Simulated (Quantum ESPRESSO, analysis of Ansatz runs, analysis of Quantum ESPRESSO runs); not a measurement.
# Reproducing a measured local vibrational mode: U centre (hydride ion on a halide site) in NaI (Quantum ESPRESSO), part 2 of 2

How near does this set-up come to the measured local vibrational mode? Subject: U centre (hydride ion on a halide site) in NaI. Set-up: PBE, GBRV 1.5 PBE, 32-site cell, PBE lattice, k: 2x2x2 shifted, the defect atoms alone displaced. The model is a cell of 32 host atoms with 1 I taken out and 1 H put in. The frequencies come from the force constants of the defect atoms alone, with every neighbour held at rest.

Quantum ESPRESSO 7.5; PBE, GBRV 1.5 PBE, 32-site cell, PBE lattice, k: 2x2x2 shifted, the defect atoms alone displaced.

So far: The starting structure; Relaxation, charge 0.

## (2) Relaxation, charge 0 (continued)

Level of this step: Quantum ESPRESSO plane-wave DFT, PBE, GBRV 1.5 PBE potentials; relaxation of all atoms of a defect supercell (Quantum ESPRESSO).

The steps of the relaxation:

```csv
step,energy less that of the first step (eV)
0,0.0000
1,-0.0063
2,-0.0130
3,-0.0229
4,-0.0372
5,-0.0574
6,-0.0851
7,-0.1207
8,-0.1616
9,-0.1954
10,-0.2001
11,-0.2004
12,-0.2007
13,-0.2012
14,-0.2018
15,-0.2025
16,-0.2032
```

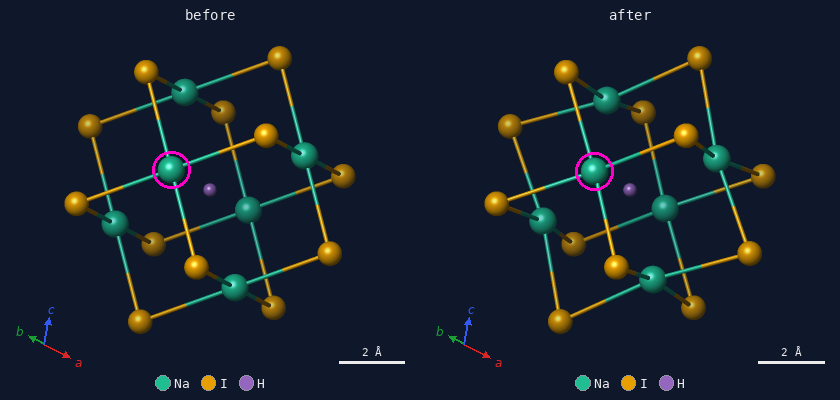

Before and after: the atoms that start within 5 Å of the centre. Na6, which moves most, is ringed if it is among them.

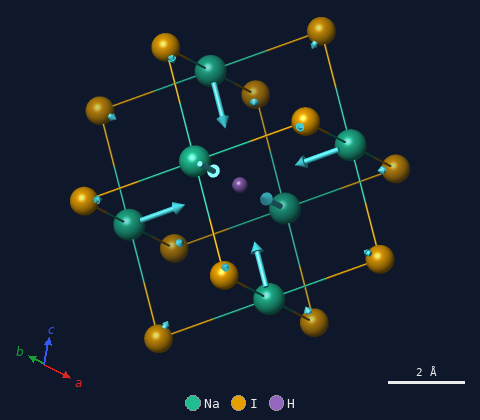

Displacements in the relaxation near the centre, exaggerated; the longest in the cell stands for 0.30 Å.

The atoms that moved most (Å):

```csv
atom,dx,dy,dz,length
Na7,0.000,0.301,0.000,0.301
Na6,0.000,0.000,0.301,0.301
Na10,0.301,0.000,0.000,0.301
Na12,-0.301,0.000,0.000,0.301
Na16,0.000,0.000,-0.301,0.301
Na15,0.000,-0.301,0.000,0.301
I22,0.037,0.037,0.000,0.052
I18,0.000,0.037,0.037,0.052
```

The relaxed structure:

```
CELL_PARAMETERS angstrom
-6.53337 6.53337 6.53337
6.53337 -6.53337 6.53337
6.53337 6.53337 -6.53337
ATOMIC_POSITIONS crystal
Na 0.00000 0.00000 0.00000
Na 0.00000 0.25000 0.75000
Na 0.00000 0.50000 0.50000
Na 0.00000 0.75000 0.25000
Na 0.25000 0.00000 0.75000
Na 0.27306 0.27306 0.50000
Na 0.27306 0.50000 0.27306
Na 0.25000 0.75000 0.00000
Na 0.50000 0.00000 0.50000
Na 0.50000 0.27306 0.27306
Na 0.50000 0.50000 0.00000
Na 0.50000 0.72694 0.72694
Na 0.75000 0.00000 0.25000
Na 0.75000 0.25000 0.00000
Na 0.72694 0.50000 0.72694
Na 0.72694 0.72694 0.50000
I 0.00000 0.00000 0.50000
I 0.00564 0.25282 0.25282
I 0.00000 0.50000 0.00000
I 0.99436 0.74718 0.74718
I 0.25282 0.00564 0.25282
I 0.25282 0.25282 0.00564
I 0.25282 0.50000 0.74718
I 0.25282 0.74718 0.50000
I 0.50000 0.00000 0.00000
I 0.50000 0.25282 0.74718
H 0.50000 0.50000 0.50000
I 0.50000 0.74718 0.25282
I 0.74718 0.99436 0.74718
I 0.74718 0.25282 0.50000
I 0.74718 0.50000 0.25282
I 0.74718 0.74718 0.99436
```

Neighbours of H27 at the end:

```csv
atom,distance (Å)
Na7,2.965
Na10,2.965
Na6,2.965
Na16,2.965
Na15,2.965
Na12,2.965
I23,4.568
I28,4.568
I26,4.568
I31,4.568
I18,4.568
I20,4.568
I21,4.568
I29,4.568
I30,4.568
I32,4.568
```

First to last step the energy falls by 0.203 eV; the largest move, 0.30 Å, is that of Na6 and 5 other atoms alike.

## (3) Atom H27 moved by 0.015 A along x

Force constants come from the forces after small displacements; symmetry gives the rest. One such run is shown.

This step: Quantum ESPRESSO plane-wave DFT, PBE, GBRV 1.5 PBE potentials; single point of a defect supercell.

Input file pw.in:

```
&CONTROL
  calculation = 'scf'
  prefix = 'pwscf'
  outdir = './tmp'
  pseudo_dir = './pseudo'
  tprnfor = .true.
  disk_io = 'low'
/
&SYSTEM
  ibrav = 0
  nat = 32
  ntyp = 3
  ecutwfc = 45
  ecutrho = 360
  nbnd = 129
  occupations = 'smearing'
  smearing = 'fd'
  degauss = 0.00073499
/
&ELECTRONS
  conv_thr = 1d-10
  electron_maxstep = 100
  mixing_beta = 0.5
/
ATOMIC_SPECIES
Na    22.9898 na_pbe_v1.5.uspp.F.UPF
I    126.9045 i_pbe_v1.uspp.F.UPF
H      1.0080 h_pbe_v1.4.uspp.F.UPF
CELL_PARAMETERS angstrom
  -6.5333657208    6.5333657208    6.5333657208
   6.5333657208   -6.5333657208    6.5333657208
   6.5333657208    6.5333657208   -6.5333657208
ATOMIC_POSITIONS crystal
Na     0.0000000000    0.0000000000    0.0000000000
Na     0.0000000000    0.2500000000    0.7500000000
[... 3 atom lines left out ...]
Na     0.2730581224    0.2730581224    0.5000000000
Na     0.2730581224    0.5000000000    0.2730581224
[... 2 atom lines left out ...]
Na     0.5000000000    0.2730581224    0.2730581224
[... 1 atom line left out ...]
Na     0.5000000000    0.7269418776    0.7269418776
[... 2 atom lines left out ...]
Na     0.7269418776    0.5000000000    0.7269418776
Na     0.7269418776    0.7269418776    0.5000000000
[... 1 atom line left out ...]
I      0.0056414424    0.2528207212    0.2528207212
[... 1 atom line left out ...]
I     -0.0056414424    0.7471792788    0.7471792788
[... 1 atom line left out ...]
I      0.2528207212    0.2528207212    0.0056414424
[... 4 atom lines left out ...]
H      0.5000000000    0.5011479535    0.5011479535
[... 1 atom line left out ...]
I      0.7471792788   -0.0056414424    0.7471792788
[... 2 atom lines left out ...]
I      0.7471792788    0.7471792788   -0.0056414424
K_POINTS automatic
2 2 2 1 1 1
```

Command:

```console
$ OMP_NUM_THREADS=1 pw.x -in pw.in > pw.out
```

What it wrote:

```text
[banner, memory and clock lines left out]
          URL

     Message from routine setup:
     using ibrav=0 with symmetry is DISCOURAGED, use correct ibrav instead

     G-vector sticks info

     bravais-lattice index     =            0
     lattice parameter (alat)  =      21.3844  a.u.
     unit-cell volume          =    7527.7901 (a.u.)^3
     number of atoms/cell      =           32
     number of atomic types    =            3
     number of electrons       =       250.00
     number of Kohn-Sham states=          129
     kinetic-energy cutoff     =      45.0000  Ry
     charge density cutoff     =     360.0000  Ry
     scf convergence threshold =      1.0E-10
     mixing beta               =       0.5000
     number of iterations used =            8  plain     mixing
     Exchange-correlation=  SLA  PW   PBX  PBC
                           (   1   4   3   4   0   0   0)

     celldm(1)=  21.384370  celldm(2)=   0.000000  celldm(3)=   0.000000
     celldm(4)=   0.000000  celldm(5)=   0.000000  celldm(6)=   0.000000

     crystal axes: (cart. coord. in units of alat)
               a(1) = (  -0.577350   0.577350   0.577350 )
               a(2) = (   0.577350  -0.577350   0.577350 )
               a(3) = (   0.577350   0.577350  -0.577350 )

     reciprocal axes: (cart. coord. in units 2 pi/alat)
               b(1) = ( -0.000000  0.866025  0.866025 )
               b(2) = (  0.866025 -0.000000  0.866025 )
               b(3) = (  0.866025  0.866025  0.000000 )

     PseudoPot. # 1 for Na read from file:
     na_pbe_v1.5.uspp.F.UPF
     Pseudo is Ultrasoft, Zval =  9.0
     Generated by new atomic code, or converted to UPF format
     Using radial grid of  819 points,  5 beta functions with:
                l(1) =   0
                l(2) =   0
                l(3) =   1
                l(4) =   1
                l(5) =   2
     Q(r) pseudized with  8 coefficients,  rinner =    1.250   1.250   1.250
                                                       1.250   1.250

     PseudoPot. # 2 for I  read from file:
     i_pbe_v1.uspp.F.UPF
     Pseudo is Ultrasoft + core correction, Zval =  7.0
     Generated by new atomic code, or converted to UPF format
     Using radial grid of  893 points,  6 beta functions with:
                l(1) =   0
                l(2) =   0
                l(3) =   1
                l(4) =   1
                l(5) =   2
                l(6) =   2
     Q(r) pseudized with  8 coefficients,  rinner =    1.500   1.500   1.500
                                                       1.500   1.500

     PseudoPot. # 3 for H  read from file:
     h_pbe_v1.4.uspp.F.UPF
     Pseudo is Ultrasoft, Zval =  1.0
     Generated by new atomic code, or converted to UPF format
     Using radial grid of  615 points,  2 beta functions with:
                l(1) =   0
                l(2) =   0
     Q(r) pseudized with  8 coefficients,  rinner =    0.700

     atomic species   valence    mass     pseudopotential
     Na                9.00    22.98980     Na( 1.00)
     I                 7.00   126.90450     I ( 1.00)
     H                 1.00     1.00800     H ( 1.00)

      8 Sym. Ops. (no inversion) found ( 6 have fractional translation)

   Cartesian axes

     site n.     atom                  positions (alat units)
         1        Na     tau(   1) = (   0.0000000   0.0000000   0.0000000  )
         2        Na     tau(   2) = (   0.5773503   0.2886751  -0.2886751  )
         3        Na     tau(   3) = (   0.5773503   0.0000000   0.0000000  )
         4        Na     tau(   4) = (   0.5773503  -0.2886751   0.2886751  )
         5        Na     tau(   5) = (   0.2886751   0.5773503  -0.2886751  )
         6        Na     tau(   6) = (   0.2886751   0.2886751   0.0266252  )
         7        Na     tau(   7) = (   0.2886751   0.0266252   0.2886751  )
         8        Na     tau(   8) = (   0.2886751  -0.2886751   0.5773503  )
         9        Na     tau(   9) = (   0.0000000   0.5773503   0.0000000  )
        10        Na     tau(  10) = (   0.0266252   0.2886751   0.2886751  )
        11        Na     tau(  11) = (   0.0000000   0.0000000   0.5773503  )
        12        Na     tau(  12) = (   0.5507250   0.2886751   0.2886751  )
        13        Na     tau(  13) = (  -0.2886751   0.5773503   0.2886751  )
        14        Na     tau(  14) = (  -0.2886751   0.2886751   0.5773503  )
        15        Na     tau(  15) = (   0.2886751   0.5507250   0.2886751  )
        16        Na     tau(  16) = (   0.2886751   0.2886751   0.5507250  )
        17        I      tau(  17) = (   0.2886751   0.2886751  -0.2886751  )
        18        I      tau(  18) = (   0.2886751   0.0032571   0.0032571  )
        19        I      tau(  19) = (   0.2886751  -0.2886751   0.2886751  )
        20        I      tau(  20) = (   0.8660254  -0.0032571  -0.0032571  )
        21        I      tau(  21) = (   0.0032571   0.2886751   0.0032571  )
        22        I      tau(  22) = (   0.0032571   0.0032571   0.2886751  )
        23        I      tau(  23) = (   0.5740932   0.2886751   0.0032571  )
        24        I      tau(  24) = (   0.5740932   0.0032571   0.2886751  )
        25        I      tau(  25) = (  -0.2886751   0.2886751   0.2886751  )
[...]
starting charge     249.8977, renormalised to     250.0000
     Starting wfcs are  141 randomized atomic wfcs

     Self-consistent Calculation

     iteration #  1     ecut=    45.00 Ry     beta= 0.50
     Davidson diagonalization with overlap
     ethr =  1.00E-02,  avg # of iterations =  2.0

     Threshold (ethr) on eigenvalues was too large:
     Diagonalizing with lowered threshold

     Davidson diagonalization with overlap
     ethr =  2.15E-04,  avg # of iterations =  5.7

     total energy              =   -2514.16533605 Ry
     estimated scf accuracy    <       0.47726668 Ry

     iteration #  2     ecut=    45.00 Ry     beta= 0.50
     Davidson diagonalization with overlap
     ethr =  1.91E-04,  avg # of iterations =  3.0

     total energy              =   -2514.24773645 Ry
     estimated scf accuracy    <       0.02450704 Ry

     iteration #  3     ecut=    45.00 Ry     beta= 0.50
     Davidson diagonalization with overlap
     ethr =  9.80E-06,  avg # of iterations =  7.0

     total energy              =   -2514.25218535 Ry
     estimated scf accuracy    <       0.00468450 Ry

     iteration #  4     ecut=    45.00 Ry     beta= 0.50
     Davidson diagonalization with overlap
     ethr =  1.87E-06,  avg # of iterations =  4.0

     total energy              =   -2514.25298118 Ry
     estimated scf accuracy    <       0.00017861 Ry

     iteration #  5     ecut=    45.00 Ry     beta= 0.50
     Davidson diagonalization with overlap
     ethr =  7.14E-08,  avg # of iterations =  5.7

     total energy              =   -2514.25315408 Ry
     estimated scf accuracy    <       0.00001846 Ry

     iteration #  6     ecut=    45.00 Ry     beta= 0.50
     Davidson diagonalization with overlap
     ethr =  7.38E-09,  avg # of iterations =  5.0

     total energy              =   -2514.25317038 Ry
     estimated scf accuracy    <       0.00000207 Ry

     iteration #  7     ecut=    45.00 Ry     beta= 0.50
     Davidson diagonalization with overlap
     ethr =  8.27E-10,  avg # of iterations =  4.3

     total energy              =   -2514.25317302 Ry
     estimated scf accuracy    <       0.00000014 Ry

     iteration #  8     ecut=    45.00 Ry     beta= 0.50
     Davidson diagonalization with overlap
     ethr =  5.79E-11,  avg # of iterations =  5.3

     total energy              =   -2514.25317357 Ry
     estimated scf accuracy    <          8.6E-09 Ry

     iteration #  9     ecut=    45.00 Ry     beta= 0.50
     Davidson diagonalization with overlap
     ethr =  3.42E-12,  avg # of iterations =  6.3

     total energy              =   -2514.25317368 Ry
     estimated scf accuracy    <          7.1E-10 Ry

     iteration # 10     ecut=    45.00 Ry     beta= 0.50
     Davidson diagonalization with overlap
     ethr =  2.85E-13,  avg # of iterations =  5.0

     total energy              =   -2514.25317371 Ry
     estimated scf accuracy    <          1.9E-10 Ry

     iteration # 11     ecut=    45.00 Ry     beta= 0.50
     Davidson diagonalization with overlap
     ethr =  1.00E-13,  avg # of iterations =  3.7

     End of self-consistent calculation

          k = 0.4330 0.4330 0.4330 ( 38532 PWs)   bands (ev):

   -49.4354 -49.4263 -49.4263 -49.4263 -49.4262 -49.4170 -49.3676 -49.3676
   -49.3676 -49.3676 -49.3551 -49.3551 -49.3551 -49.3551 -49.3551 -49.3551
   -21.3512 -21.3512 -21.3467 -21.3439 -21.3424 -21.3424 -21.3422 -21.3422
   -21.3422 -21.3420 -21.3404 -21.3380 -21.3366 -21.3366 -21.3354 -21.3329
   -21.3329 -21.3268 -21.2840 -21.2840 -21.2839 -21.2839 -21.2839 -21.2838
   -21.2838 -21.2838 -21.2832 -21.2831 -21.2831 -21.2831 -21.2733 -21.2731
   -21.2731 -21.2726 -21.2726 -21.2726 -21.2725 -21.2725 -21.2725 -21.2720
   -21.2719 -21.2719 -21.2649 -21.2649 -21.2649 -21.2636 -21.2636 -21.2636
    -9.5814  -9.5799  -9.5799  -9.5787  -9.4378  -9.4378  -9.4377  -9.4273
    -9.4258  -9.4247  -9.4247  -9.4233  -9.1913  -9.1913  -9.1913  -0.6256
[...]
6.2239

          k = 0.0000 0.0000 0.4330 ( 38310 PWs)   bands (ev):

[...]
6.0636

          k = 0.4330 0.0000 0.0000 ( 38310 PWs)   bands (ev):

[...]
-0.3091  -0.2456  -0.0931  -0.0658  -0.0385  -0.0042  -0.0042   0.0333
     0.1515   0.1515   0.3721   0.3721   0.4043   0.5392   0.5970   0.6486
     0.6486   0.6700   0.6727   0.6922   0.6939   0.6939   0.7168   0.7658
     0.7779   0.7779   0.8920   0.8920   0.9262   0.9341   1.0082   1.0082
     1.0297   1.0510   1.1807   1.1807   1.6327   5.3898   6.0321   6.0636
     6.0636

     the Fermi energy is     2.8327 ev

!    total energy              =   -2514.25317372 Ry
     estimated scf accuracy    <          7.4E-12 Ry
     smearing contrib. (-TS)   =       0.00000000 Ry
     internal energy E=F+TS    =   -2514.25317372 Ry

     The total energy is F=E-TS. E is the sum of the following terms:
     one-electron contribution =   -1396.74697302 Ry
     hartree contribution      =     759.54290328 Ry
     xc contribution           =    -957.10538182 Ry
     ewald contribution        =    -919.94372216 Ry

     convergence has been achieved in  11 iterations

     Forces acting on atoms (cartesian axes, Ry/au):

     atom    1 type  1   force =    -0.00000169   -0.00002734   -0.00002734
     atom    2 type  1   force =     0.00000474    0.00000000    0.00000000
     atom    3 type  1   force =    -0.00000169    0.00002734    0.00002734
     atom    4 type  1   force =     0.00000474    0.00000000    0.00000000
     atom    5 type  1   force =    -0.00002858    0.00000002    0.00000000
     atom    6 type  1   force =     0.00011114   -0.00000000   -0.00013354
     atom    7 type  1   force =     0.00011114   -0.00013354   -0.00000000
     atom    8 type  1   force =    -0.00002858   -0.00000000    0.00000002
     atom    9 type  1   force =    -0.00000169    0.00002734   -0.00002734
     atom   10 type  1   force =    -0.00036084   -0.00000000    0.00000000
[...]
atom   28 type  2   force =    -0.00000769    0.00024337   -0.00024337
     atom   29 type  2   force =    -0.00020135   -0.00000000   -0.00017254
     atom   30 type  2   force =     0.00028494   -0.00031343    0.00000000
     atom   31 type  2   force =     0.00028494    0.00000000   -0.00031343
     atom   32 type  2   force =    -0.00020135   -0.00017254    0.00000000

     Total force =     0.001340     Total SCF correction =     0.000004
```

It took 15 min on 1 thread of Arm Neoverse V2, shared host; peak memory 3.9 GiB.

At this level the gap is 3.76 eV on the k-mesh of the self-consistent run, which can miss the band edges.

## (4) Local vibrational modes

Analysis of the runs above: force constants by central differences of Quantum ESPRESSO plane-wave DFT, PBE, GBRV 1.5 PBE potentials forces among the atoms nearest to a defect, the others at rest.

The modes with the largest weight on the probed atoms (the light atom of a pair), for the masses of each isotope. Modes of the displaced atoms (local only where they lie over the host's phonons):

```csv
isotopes,mode (cm⁻¹),share of the defect atoms
H,325.9,1
H,325.9,1
H,325.9,1
D,230.5,1
D,230.5,1
D,230.5,1
```

## (5) Results

| Item | Value |
| --- | --- |
| distance from the defect atom to its nearest neighbour | 2.965 Å |
| threefold local mode of H- | 326 cm⁻¹ |
| threefold local mode of D- | 231 cm⁻¹ |

In words: Threefold local mode of H-: computed 326 cm⁻¹, measured 426.8 cm⁻¹; 101 cm⁻¹ (24 %) below the measurement. Threefold local mode of D-: computed 231 cm⁻¹, measured 318.5 cm⁻¹; 88 cm⁻¹ (28 %) below the measurement. With its neighbours held rigid the defect atom loses their recoil, which lowers a mode in which they move against it. The ion's well is wide, so the mode is sensitive to the lattice constant, one possible source of the difference.

[Logs are printed without paths, hosts, clocks, repeated set-up lines and the standing remarks that a program may print on its own settings, such as how far it seeks lower states.]

[Hosts, paths, dates, database ids (printed as entryN), source tags and the programs' standing remarks are cut or masked in the printed files.]

[For some hosts the program warned that the k-mesh of the response run may be too coarse for force constants and the static dielectric constant; such warnings are not shown here.]
